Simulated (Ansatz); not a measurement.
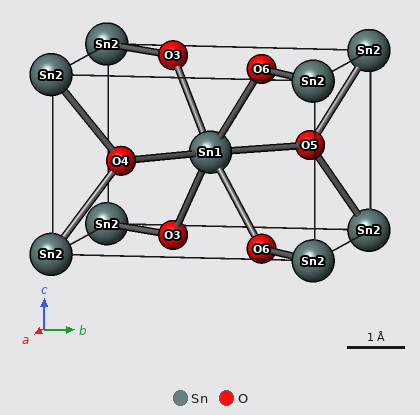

**Figure 1.** The structure (ball-and-stick view of the cell of the calculation, seen slightly off an axis; atoms are numbered from 1 in the order of the input). An atom can appear more than once, as a periodic image.

# What a change does: single-point calculation on SnO2

System: SnO2 (6 atoms in the cell).
Method of the first run: DFT LDA, scalar-relativistic, plane waves, PAW, PAW set soft_1, no spin polarisation (Ansatz 0.2.0).

The structure derives from a Materials Project entry. Text and figures count atoms from 1; the logs count them from 0 in places.

### Input file, the first run
```yaml
crystal:
  lattice:
    - [4.7201335122, 0.0, 0.0]
    - [0.0, 4.7206343096, 0.0]
    - [0.0, 0.0, 3.1888226875]
  atoms:
    - { symbol: Sn, position: [0.4956629379, 0.4949908701, 0.5] }
    - { symbol: Sn, position: [0.0043459583, -0.0050168105, 0.0] }
    - { symbol: O, position: [0.3033836187, 0.3113433846, 0.0] }
    - { symbol: O, position: [0.8354430984, 0.2258520458, 0.5] }
    - { symbol: O, position: [0.1965833773, 0.811314976, 0.5] }
    - { symbol: O, position: [0.6645238976, 0.7258804545, 0.0] }
basis:
  ecutwfc: 520.0
kpoints:
  mp_grid: { grid: [6, 6, 8] }
hamiltonian:
  xc: lda
  pseudopotentials: { kind: paw, azcp: { folder: soft_1 } }
scf:
  occupations: { method: gaussian, width: 0.05 }
output:
  forces: true
  stress: true
  eigenvalues: true
```

Launched with:
```bash
ansatz run input.yaml --threads 2 --pin off --max-ram 4096MiB --backend cpu --events-out ev --progress --plain --runs-dir out
```

Hardware: 2 threads of Intel Xeon @ 2.90GHz (Ice Lake), 192 GiB of memory available, shared host.

### Output, shortened to warnings, some set-up lines, iterations and results (the first run)
```
Warning: [file] the record states the generating functional pbe (its physics header spells it `PBE`), which answers neither for hamiltonian.xc's functional nor for the lda family's — results may be inconsistent (PPs are generated against a specific XC)
Warning: [file] the record states the generating functional pbe (its physics header spells it `PBE`), which answers neither for hamiltonian.xc's functional nor for the lda family's — results may be inconsistent (PPs are generated against a specific XC)
Basis set: ecut = 520 eV, 1931 PW (Γ)
Symmetry: 2 space group operations
k-points: 100 of 288 (time reversal used)
Initial density: superposition of atomic densities (chi_scale 0.1, normalization cell, long waves kept (reshape's long-wave potential 0.01 eV rms))
[...]
SCF iter   1: F=—  HF=-13981.142121 eV  |F-HF|=—  |Δ(HF+E_count)|=         —  Δρ=6.92e-2  dr2=2.56e0  ethr=3.10e-3  ⟨swp⟩=6.1  Hψ=14593  notcnv=0  defer=3
SCF iter   2: F=—  HF=-13980.612116 eV  |F-HF|=—  |Δ(HF+E_count)|=   5.30e-1  Δρ=3.48e-2  dr2=6.40e-1  ethr=3.10e-3  ⟨swp⟩=3.0  Hψ=7020  notcnv=0  defer=180
SCF iter   3: F=—  HF=-13980.438691 eV  |F-HF|=—  |Δ(HF+E_count)|=   1.73e-1  Δρ=4.82e-3  dr2=1.43e-2  ethr=1.23e-3  ⟨swp⟩=2.6  Hψ=5415  notcnv=0  defer=180
SCF iter   4: F=—  HF=-13980.437287 eV  |F-HF|=—  |Δ(HF+E_count)|=   1.40e-3  Δρ=8.94e-4  dr2=3.75e-4  ethr=2.75e-5  ⟨swp⟩=2.8  Hψ=5840  notcnv=0  defer=80
SCF iter   5: F=—  HF=-13980.437393 eV  |F-HF|=—  |Δ(HF+E_count)|=   1.05e-4  Δρ=1.50e-4  dr2=1.53e-5  ethr=7.21e-7  ⟨swp⟩=2.2  Hψ=5425  notcnv=0  defer=80
SCF iter   6: F=—  HF=-13980.437391 eV  |F-HF|=—  |Δ(HF+E_count)|=   1.66e-6  Δρ=4.95e-5  dr2=1.24e-6  ethr=2.95e-8  ⟨swp⟩=2.1  Hψ=4795  notcnv=0  defer=80
SCF iter   7: F=-13980.437391 eV  HF=-13980.437391 eV  |F-HF|=7.01e-9  |Δ(HF+E_count)|=   2.31e-7  Δρ=8.44e-6  dr2=5.13e-8  ethr=1.92e-10  ⟨swp⟩=9.2  Hψ=16717  notcnv=0
SCF 1 converged in 7 iterations: F = -13980.437391 eV  dr2 = 5.13e-8
SCF converged after 7 iterations
Free energy (F): -13980.437391 eV
Harris-Foulkes:  -13980.437391 eV  (|F-HF|=7.01e-9)
Internal energy: -13980.437391 eV  (E = F + TS)
E sigma→0 (E₀):  -13980.437391 eV
Fermi energy:    9.870853 eV
--- Per-component energies (eV) ---
  E_band       = -123.088310
  E_kinetic    = 1016.157058
  E_local      = -3139.376030  (includes V_loc(G=0)·N_el)
  E_nonlocal   = 518.953808
  E_hartree    = 1422.952753
  E_xc         = -529.877550
  E_vxc        = -522.987513  (∫ρ·V_xc dr)
  E_paw        = -9067.729639  (= ΣΔE_a)
  E_vpaw       = -841.741710  (= ΣTr[D̂ρ^β])
  E_aug_tail   = 0.001067  (compensation charges beyond the density's cutoff)
  E_ewald      = -4202.756326
  E_core_change = 1.237468  (= ΣΔE_core)
  E_smearing   = -0.000000  (= −TS)
  E_closure    = -0.000000  (closes the sum)
  Σ components = -13980.437391   (vs F -13980.437391, Δ=0.00e0)
--- Forces (eV/Å), atoms counted from 1 ---
  atom   1  Sn     0.55374098     0.53229607     0.00000000
  atom   2  Sn    -0.55471162     0.53288991     0.00000000
  atom   3  O      0.20501124    -0.20463786     0.00000000
  atom   4  O     -0.37002145    -0.32797496     0.00000000
  atom   5  O     -0.20462958    -0.20425729     0.00000000
  atom   6  O      0.37061048    -0.32831238     0.00000000
  max |Σ_I F_I| component: 3.49e-6 eV/Å
--- Stress (GPa, compression-positive) ---
       -0.099359      -0.000504       0.000000
       -0.000504      -1.820848       0.000000
        0.000000       0.000000       0.075008
  P = ⅓ Tr σ = -0.6151 GPa (-6.151 kbar)
```

The input of the second run differs as follows (lines with − go, lines with + come):
```diff
-    - { symbol: O, position: [0.3033836187, 0.3113433846, 0.0] }
-    - { symbol: O, position: [0.8354430984, 0.2258520458, 0.5] }
-    - { symbol: O, position: [0.1965833773, 0.811314976, 0.5] }
-    - { symbol: O, position: [0.6645238976, 0.7258804545, 0.0] }
+    - { symbol: O, position: [0.3168064634, 0.2979223247, 0.0] }
+    - { symbol: O, position: [0.848865943, 0.2392731058, 0.5] }
+    - { symbol: O, position: [0.1831605326, 0.797893916, 0.5] }
+    - { symbol: O, position: [0.6511010529, 0.7393015145, 0.0] }
```

Predict how the results change.

With the same functional and potentials, the second run lies 9.0 meV per atom higher. The gap on the mesh goes from 1.25 to 1.38 eV. The pressure goes from −0.62 to −1.68 GPa. The largest force goes from 0.769 to 0.855 eV/Å. The number of SCF iterations is the same.

### Output, shortened to warnings, some set-up lines, iterations and results (the second run)
```
Warning: [file] the record states the generating functional pbe (its physics header spells it `PBE`), which answers neither for hamiltonian.xc's functional nor for the lda family's — results may be inconsistent (PPs are generated against a specific XC)
Warning: [file] the record states the generating functional pbe (its physics header spells it `PBE`), which answers neither for hamiltonian.xc's functional nor for the lda family's — results may be inconsistent (PPs are generated against a specific XC)
Basis set: ecut = 520 eV, 1931 PW (Γ)
Symmetry: 2 space group operations
k-points: 100 of 288 (time reversal used)
Initial density: superposition of atomic densities (chi_scale 0.1, normalization cell, long waves kept (reshape's long-wave potential 0.01 eV rms))
[...]
SCF iter   1: F=—  HF=-13981.068376 eV  |F-HF|=—  |Δ(HF+E_count)|=         —  Δρ=6.85e-2  dr2=2.48e0  ethr=3.10e-3  ⟨swp⟩=6.1  Hψ=14571  notcnv=0  defer=2
SCF iter   2: F=—  HF=-13980.555749 eV  |F-HF|=—  |Δ(HF+E_count)|=   5.13e-1  Δρ=3.46e-2  dr2=6.31e-1  ethr=3.10e-3  ⟨swp⟩=3.0  Hψ=7020  notcnv=0  defer=180
SCF iter   3: F=—  HF=-13980.384587 eV  |F-HF|=—  |Δ(HF+E_count)|=   1.71e-1  Δρ=4.72e-3  dr2=1.39e-2  ethr=1.21e-3  ⟨swp⟩=2.6  Hψ=5389  notcnv=0  defer=180
SCF iter   4: F=—  HF=-13980.383265 eV  |F-HF|=—  |Δ(HF+E_count)|=   1.32e-3  Δρ=9.10e-4  dr2=4.07e-4  ethr=2.67e-5  ⟨swp⟩=2.6  Hψ=5862  notcnv=0  defer=80
SCF iter   5: F=—  HF=-13980.383383 eV  |F-HF|=—  |Δ(HF+E_count)|=   1.18e-4  Δρ=1.84e-4  dr2=2.12e-5  ethr=7.83e-7  ⟨swp⟩=2.3  Hψ=4914  notcnv=0  defer=80
SCF iter   6: F=—  HF=-13980.383382 eV  |F-HF|=—  |Δ(HF+E_count)|=   7.79e-7  Δρ=5.61e-5  dr2=1.66e-6  ethr=4.08e-8  ⟨swp⟩=2.0  Hψ=4366  notcnv=0  defer=80
SCF iter   7: F=-13980.383382 eV  HF=-13980.383382 eV  |F-HF|=8.15e-10  |Δ(HF+E_count)|=   2.55e-7  Δρ=8.59e-6  dr2=5.58e-8  ethr=1.92e-10  ⟨swp⟩=9.2  Hψ=17076  notcnv=0
SCF 1 converged in 7 iterations: F = -13980.383382 eV  dr2 = 5.58e-8
SCF converged after 7 iterations
Free energy (F): -13980.383382 eV
Harris-Foulkes:  -13980.383382 eV  (|F-HF|=8.15e-10)
Internal energy: -13980.383382 eV  (E = F + TS)
E sigma→0 (E₀):  -13980.383382 eV
Fermi energy:    9.813323 eV
--- Per-component energies (eV) ---
  E_band       = -122.392576
  E_kinetic    = 1015.394680
  E_local      = -3120.300041  (includes V_loc(G=0)·N_el)
  E_nonlocal   = 518.733794
  E_hartree    = 1413.985315
  E_xc         = -529.750635
  E_vxc        = -522.817885  (∫ρ·V_xc dr)
  E_paw        = -9067.424707  (= ΣΔE_a)
  E_vpaw       = -841.374455  (= ΣTr[D̂ρ^β])
  E_aug_tail   = 0.001056  (compensation charges beyond the density's cutoff)
  E_ewald      = -4212.260312
  E_core_change = 1.237468  (= ΣΔE_core)
  E_smearing   = -0.000000  (= −TS)
  E_closure    = -0.000000  (closes the sum)
  Σ components = -13980.383382   (vs F -13980.383382, Δ=0.00e0)
--- Forces (eV/Å), atoms counted from 1 ---
  atom   1  Sn     0.63841897     0.56668204     0.00000000
  atom   2  Sn    -0.63937580     0.56707973     0.00000000
  atom   3  O      0.23156528    -0.11021144     0.00000000
  atom   4  O     -0.47173370    -0.45665137     0.00000000
  atom   5  O     -0.23121809    -0.10991021     0.00000000
  atom   6  O      0.47234357    -0.45700310     0.00000000
  max |Σ_I F_I| component: 1.43e-5 eV/Å
--- Stress (GPa, compression-positive) ---
       -0.814892      -0.000298       0.000000
       -0.000298      -3.290562       0.000000
        0.000000       0.000000      -0.946103
  P = ⅓ Tr σ = -1.6839 GPa (-16.839 kbar)
```

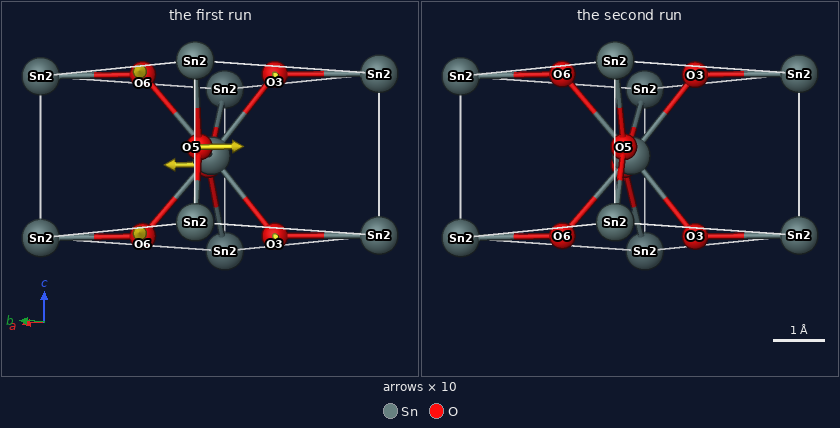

**Figure 2.** The two input geometries at one scale (ball-and-stick view of the cell of the calculation, seen at an oblique angle). The yellow arrows on the first give the shifts of the atoms relative to the cell, magnified 10 times. The largest moves, 0.090 Å, are those of O atoms. Sn stays in place. The lattice vectors keep their values. Among the contacts that change: O–Sn 2.046 → 2.058 Å, O–Sn 2.089 → 2.100 Å.

### The two runs side by side

| quantity | the first run | the second run |
| --- | --- | --- |
| outcome | converged | converged |
| free energy per atom (eV) | −2330.0729 | −2330.0639 |
| gap on the mesh (eV) | 1.25 | 1.38 |
| pressure (GPa) | −0.62 | −1.68 |
| largest force (eV/Å) | 0.769 | 0.855 |
| SCF iterations | 7 | 7 |
| irreducible k-points | 100 | 100 |
| plane waves at Γ | 1931 | 1931 |
| wall time (shared host) | 15 s | 11 s |

For both runs: Warnings: the PAW datasets were made with another functional.
